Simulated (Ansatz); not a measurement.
**RbBr: density, localisation and related maps**

```xyz
4
Lattice="5.8901 0.0000 0.0000 -2.9451 5.1010 0.0000 0.0000 0.0000 6.8703" Properties=species:S:1:pos:R:3 pbc="T T T"
Rb    0.0000    3.4007    5.1527
Rb    2.9451    1.7003    1.7176
Br    0.0000    3.4007    1.7176
Br    2.9451    1.7003    5.1527
```

Space group P6₃/mmc; started from the wurtzite prototype, which need not be the ambient phase.

Method: DFT, PBEsol, plane waves, PAW in Ansatz 0.2.0.

Core electrons are frozen (PAW), and the valence fields are smoothed inside the atomic spheres.

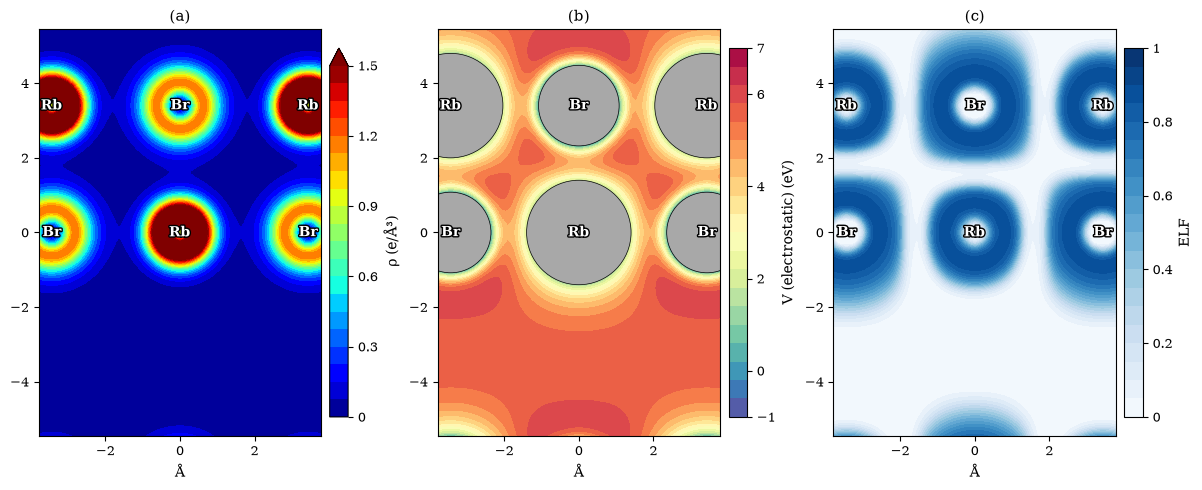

Figure 1. (a) valence charge density (pseudo); (b) electrostatic potential energy of an electron; (c) ELF on the (110) plane of the conventional cell. Grey discs cover the atomic cores in the potential map.

### Describe what can be read from this map.

The plane passes through Rb and Br nuclei.
Rb–Br (3.40 Å): ρ is about 0.09 e/Å³ halfway; the ELF is about 0.10 at the midpoint: an ionic contact with no shared pair.
The density dies away to nearly zero in the voids.
The features right at Rb lie inside the PAW spheres, where the map follows smoothed inner orbitals and isn't to be read closely.
Outside the cores the potential energy rises away from the atoms and is highest about 1.8 Å from the nearest atoms; its zero is arbitrary.

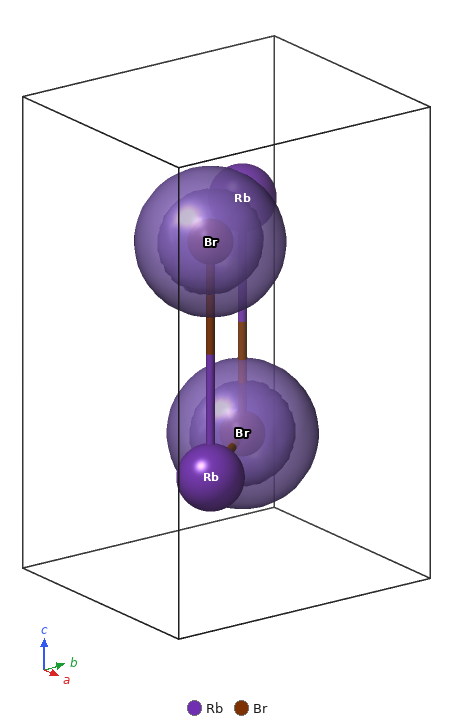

Figure 2. Isosurface of the electron localisation function at 0.85 (purple), seen slightly off an axis. Only the valence region is drawn (cores and ρ < 0.01 e/Å³ removed). Sticks mark near contacts.

### Identify the bonds, lone pairs and shells in this picture.

The ELF exceeds this value in two regions wrapped around Br (the valence shell of each), counted in one cell of 4 atoms. Any copies at cell faces, edges or corners count once.

### Metal or insulator at this level of theory?

It is gapped, with a Kohn–Sham gap of 4.1 eV on the k-point mesh, an upper bound to the gap of this method.
